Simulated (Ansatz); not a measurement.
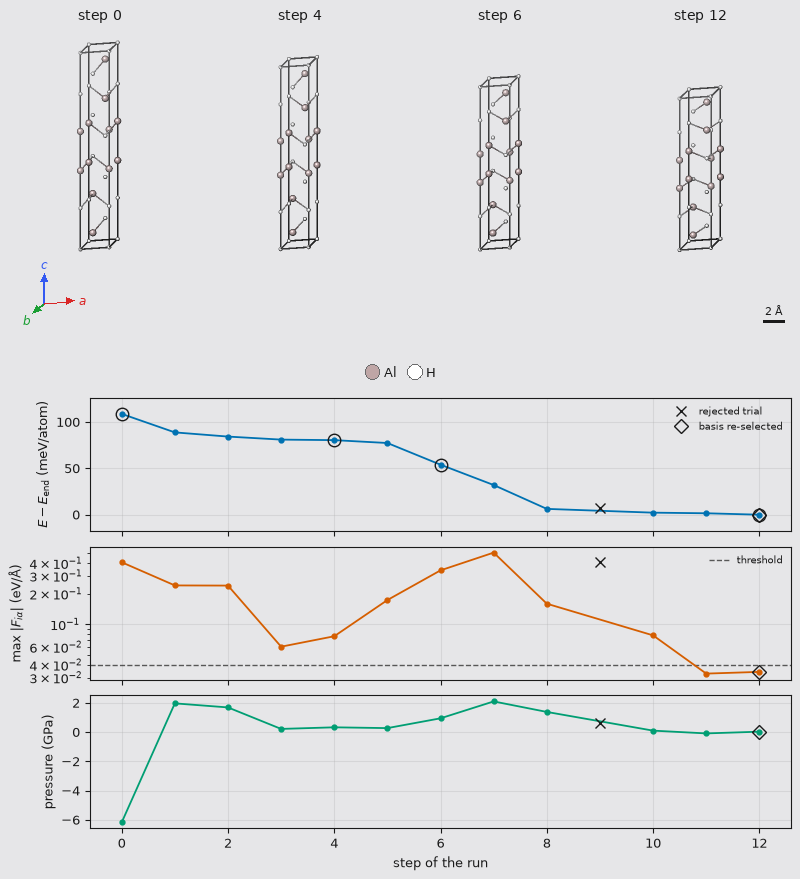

Frames of a relaxation of a crystal of Al₂H₃ (built on the tetradymite_166 type) (coarse preliminary run), marked on the history of the run. A ball-and-stick model of the conventional cell (3 times the calculation's cell), seen from a free direction. Lengths and directions refer to the drawn axes.

Case: tetradymite type (R-3m, No. 166).

Computed with DFT PBE, scalar-relativistic, plane waves, PAW in Ansatz 0.2.0.

The input:
```yaml
crystal:
  lattice:
    - [1.45010087, 0.8372161276, 6.7219531044]
    - [-1.45010087, 0.8372161276, 6.7219531044]
    - [0.0, -1.6744322553, 6.7219531044]
  atoms:
    - { symbol: Al, position: [0.4, 0.4, 0.4] }
    - { symbol: Al, position: [0.6, 0.6, 0.6] }
    - { symbol: H, position: [0.0, 0.0, 0.0] }
    - { symbol: H, position: [0.2095, 0.2095, 0.2095] }
    - { symbol: H, position: [0.7905, 0.7905, 0.7905] }
basis:
  ecutwfc: 420
kpoints:
  mp_grid: { grid: [6, 6, 6] }
hamiltonian:
  xc: pbe
scf:
  occupations: { method: gaussian, width: 0.1 }
  lower_state_search: "off"
output:
  forces: true
  stress: true
  eigenvalues: true
relax:
  adjacent_minimum: "off"
  f_tol: 0.04
  max_steps: 70
  cell: { stress_tol: 0.4 }
```

Run as
```bash
ansatz run input.yaml --threads 1 --pin off --max-ram 2560MiB --backend cpu --events-out ev --progress --plain --runs-dir out
```

Question: Describe the path.

Answer: Over 10 accepted moves (12 points after the start) the energy falls by 109 meV per atom. The largest force component goes from 0.41 to 0.034 eV/Å. Pressure: −6.17 GPa at the start and 0.03 GPa at the end. The line search rejected the trial step at point 9 of the run. At 1 point the geometry stayed and the basis and grid were re-selected for the new cell (energy shift of 1.5 meV per atom at most each time). The largest moves relative to the cell, 0.20 Å, are those of H4 and H5. H5 goes along −c. Largest moves by element: H 0.20 Å, Al 0.12 Å. The drawn cell changes as follows: a = b 2.900 → 3.173 Å (+9.4 %), c 20.166 → 15.567 Å (−22.8 %); the volume changes by −7.6 %. Some distances before and after: Al1–H5 2.033 → 1.918 Å. The space group stays R-3m (No. 166). The run took 16 s on 1 thread of Arm Neoverse V1, on a shared host, peak memory 0.29 GiB. From step 0 to 4: Al atoms move most (0.12 Å), volume −11.4 %, energy −28.3 meV per atom. From step 4 to 6: Al atoms move most (0.10 Å), volume −0.9 %, energy −26.5 meV per atom. From step 6 to 12: H atoms move most (0.28 Å), volume +5.2 %, energy −54.0 meV per atom.
